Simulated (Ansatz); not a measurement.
System: C.

```
C
1.0
     5.95334    0.00000    0.00000
     0.00000    5.95334    0.00000
     0.00000    0.00000    3.83237
C
16
Direct
  0.38643 0.25000 0.62500
  0.88643 0.75000 0.12500
  0.11357 0.25000 0.12500
  0.61357 0.75000 0.62500
  0.25000 0.38643 0.37500
  0.75000 0.88643 0.87500
  0.25000 0.11357 0.87500
  0.75000 0.61357 0.37500
  0.11357 0.75000 0.12500
  0.61357 0.25000 0.62500
  0.88643 0.25000 0.12500
  0.38643 0.75000 0.62500
  0.25000 0.61357 0.37500
  0.75000 0.11357 0.87500
  0.75000 0.38643 0.37500
  0.25000 0.88643 0.87500
```

Space group I4₁/amd; a structure generated by program, which may or may not match a known phase.

The calculation used DFT PBE, scalar-relativistic, plane waves, PAW in Ansatz 0.2.0.

### What can the converged valence pseudo-density and electron localisation function tell about the bonding?

C–C (1.50 Å): ρ at the midpoint is about 1.8 e/Å³; the ELF peaks at about 0.95 between the atoms: localised, covalent bonding.

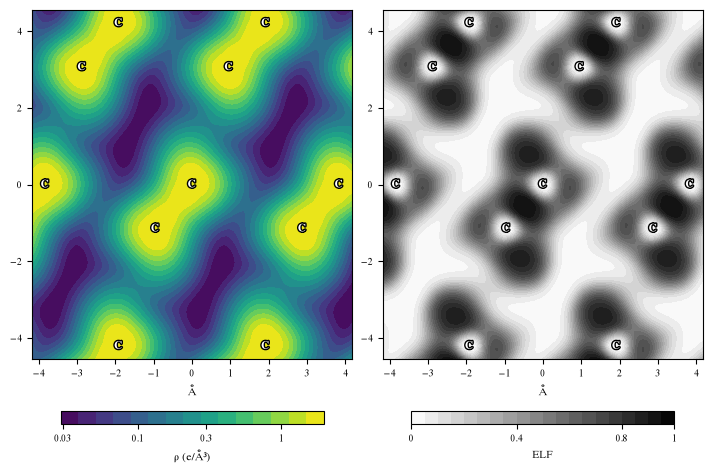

Computed valence pseudo-density and electron localisation function on the (110) plane of the conventional cell, in this order. 

In a PAW calculation such maps are meaningful between the atoms, not at the nuclei.
